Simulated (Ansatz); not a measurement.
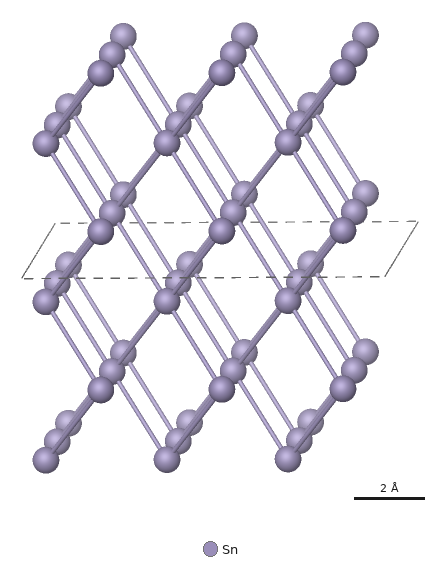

A scan of a crystal of Sn (I4/mmm): the crystal is pulled apart rigidly along the normal of the (−1 1 0) plane of the conventional cell, at a cut between a plane of Sn below and one of Sn above, 2.29 Å apart. One cut stands in each cell, which starts 9.2 Å high; nothing is relaxed, and the dashed outline marks the cut. The picture shows the perfect crystal around the cut (dashed). A ball-and-stick model of the layers on both sides of the cut, seen from the side, nearly along the cut plane.

The calculation used Ansatz 0.2.0, DFT r2SCAN, scalar-relativistic, plane waves, PAW. (plane-wave cutoff 500 eV; k-point mesh 17 × 17 × 7; occupations gaussian; smearing width 0.15 eV; no spin polarisation). Energies (free energies at the smearing named) are counted from the relaxed crystal.

```
CELL_PARAMETERS angstrom
-1.62111 -1.62111 -2.59952
-1.62111 -1.62111 2.59952
-6.48445 6.48445 0.00000
ATOMIC_POSITIONS crystal
Sn 0.50000 0.50000 0.25000
Sn 0.00000 0.00000 0.00000
Sn 0.50000 0.50000 0.75000
Sn 0.00000 0.00000 0.50000
```

Give the energy at each point (the opening: −0.30, 0.00, 0.50, 1.00, 2.00, 3.00, 6.00 Å).

```tsv
opening (Å)	ΔE per area (J/m²)
−0.30	0.112
0.00	0.000
0.50	0.136
1.00	0.334
2.00	0.578
3.00	0.685
6.00	0.731
```

At the widest opening, 6.00 Å, the energy has risen by 0.731 J/m², and it is still rising, so the work of separation is somewhat larger. The steepest rise lies between 0.50 Å and 1.00 Å, with a mean traction of about 4 GPa. Pressing the cut together by 0.30 Å costs 0.112 J/m².

The computed profile:

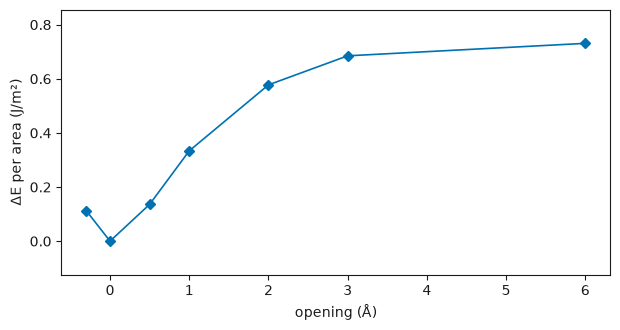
